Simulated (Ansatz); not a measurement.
# Gap against strain: armchair SiC nanoribbon (N = 9, H edges)

**Method.** Ansatz 0.2.0, plane waves with PAW datasets, PBE, Fermi-Dirac smearing of 0.05 eV, no spin-orbit coupling. The period is scaled from its relaxed value of 5.382 Å and the atoms relax, within the symmetry of the start, at each strain ε (in %); gaps, in eV, are read on a band path.

```
period (Å)  energy (eV a cell)  place of the conduction minimum (Γ = 0, Z = 1)   ε    gap
     5.166              +0.539                                            1.00  −4  2.375
     5.274              +0.133                                            0.00  −2  2.422
     5.382               0.000                                            0.00   0  2.377
     5.597              +0.509                                            0.00   4  2.262
     5.705              +1.124                                            0.00   6  2.138
```

One run is withheld: period (Å) = 5.489, with ε = 2. Fit a straight line gap = a + b × ε to the 5 rows shown and predict it.

**Fit.** The means are 0.8 for ε and 2.315 for gap. The sum of products of deviations is −1.728 and the sum of squares in ε is 68.8, so b = −1.728 / 68.8 = −0.02512 and a = 2.315 − (−0.02512) × 0.8 = 2.335. The residuals' standard deviation, with 3 degrees of freedom, is σ = 0.057.

**Prediction.** gap = 2.335 + (−0.02512) × 2 = 2.285. The run gave 2.329, so the prediction less the run is −0.044. The standard error of a prediction there, σ√(1 + 1/5 + (2 − 0.8)²/68.8), is 0.063, and the miss is 0.7 times that, for a point between the fitted rows. With so few rows σ is itself uncertain.

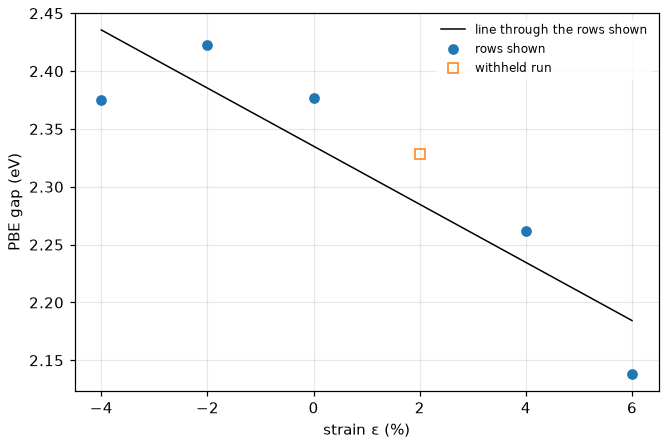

The fitted line, the rows shown and the withheld run.

The gap does not move one way: it turns somewhere between ε = -4 and 0 %, and the true extreme can lie between the rows, beyond the values shown. The conduction minimum changes its place within the series, which a single slope can't follow.

Caveats: Kohn-Sham gaps of a wire among periodic images, which in a check on one flat ribbon (7 Å apart) lowered the gap by 0.2 eV and flattened the slope; the slope b × 100 is a mean deformation potential of the gap, in eV per unit strain. Between neighbouring runs it lies between −6.2 and 2.3 eV, so a bend, a kink or scatter between runs makes one line a rough account. The unstrained row comes from a denser mesh than the others, which shifts its energy a little. Series of this kind are told only where this holds: a gap at every strain (compound wires with polar facets were set aside first). 88 of 101 did.

[Logs are printed without paths, hosts, clocks, repeated set-up lines and the standing remarks that a program may print on its own settings, such as how far it seeks lower states.]
